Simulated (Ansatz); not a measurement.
Input structure:

```xyz
4
Lattice="3.9357 0.0000 0.0000 -1.9679 3.4084 0.0000 0.0000 0.0000 6.5037" Properties=species:S:1:pos:R:3 pbc="T T T"
Ge    1.9679    1.1361    0.4103
Ge    0.0000    2.2723    3.6621
Ge    1.9679    1.1361    2.8415
Ge    0.0000    2.2723    6.0934
```

Work out the structure from the coordinates.

Answer. The element is germanium. It is primitive hexagonal, space group P6_3/mmc (No. 194). Type of structure: hexagonal diamond (lonsdaleite type). The cell holds four atoms. Ge is coordinated by four Ge in a tetrahedral arrangement at 2.42 to 2.43 Å. The bonds build a three-dimensional framework.

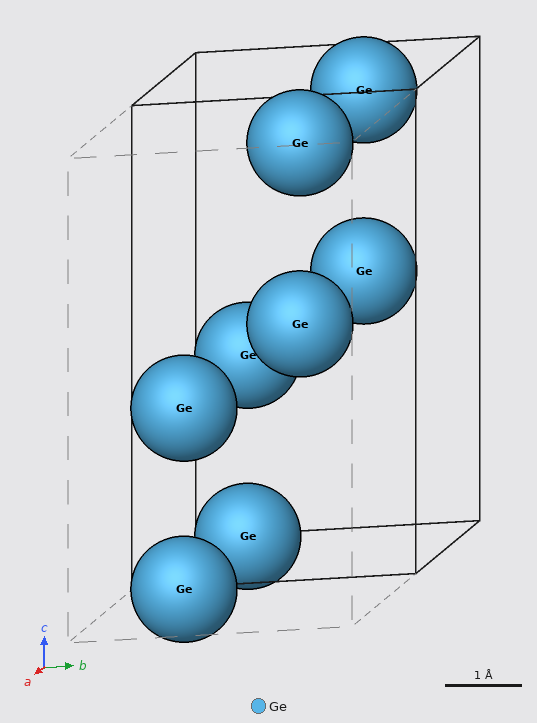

The structure above is drawn in spheres-only style and viewed slightly off an axis. The conventional unit cell (solid box) is repeated to 2×1×1 cells.

The cell started as a structure listed in the Materials Project. The cell was then strained or its atoms displaced on purpose. It was run through Ansatz as a DFT input.
